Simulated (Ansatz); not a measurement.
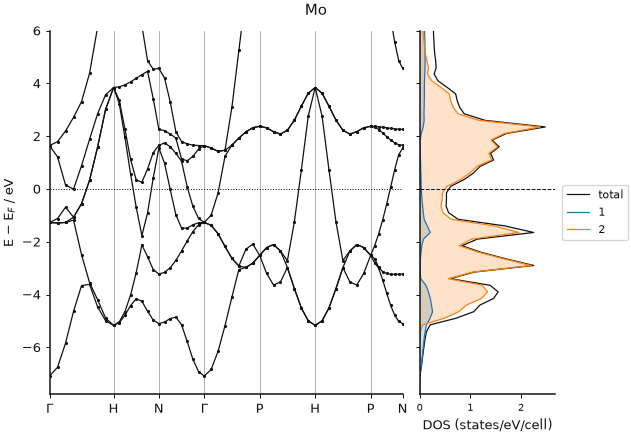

Band structure and density of states. Energies are counted from the Fermi level. The path runs straight from each named point to the next. The partial curves are projected on Löwdin-orthogonalised atomic shells.

The material is Mo, space group Im-3m, 1 atom in the cell, a database entry, rescaled.

Ansatz 0.2.0; DFT with PBE, PAW plane waves, no spin polarisation, 15×15×15 k mesh, 420 eV cutoff, Fermi-Dirac smearing of 0.1 eV.

Question: Assign each number in the legend. The candidates: Mo 4d, Mo 5s.

Answer: 1 is Mo 5s; 2 is Mo 4d.

Question: Is there a gap at the Fermi level?

Answer: A metal: bands cross the Fermi level along this path.
